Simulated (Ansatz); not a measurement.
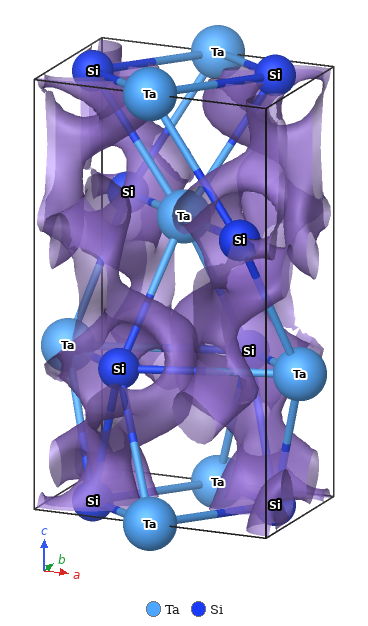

Figure 1: TaSi$_{2}$. Isosurface of the electron localisation function at 0.65 (purple), seen slightly off an axis. Core shells and regions of very low density are left out. Sticks mark near contacts.

Space group P6₄22; computed without spin polarisation.

The calculation used DFT PBEsol, scalar-relativistic, plane waves, PAW in Ansatz.

In a PAW calculation such maps are meaningful between the atoms, not at the nuclei.

### Describe the localisation domains.

At this value the surface marks out channels that run through the cell in one direction, counted in one cell of 9 atoms. Regions shared between cells count once. Profiles from the grid: Si–Si (2.55 Å): the ELF peaks at about 0.75 between the atoms. Ta–Si (2.60 Å): the ELF peaks at about 0.75 in the valence shell of Si, 0.9 Å from its nucleus, and is about 0.40 at the midpoint.
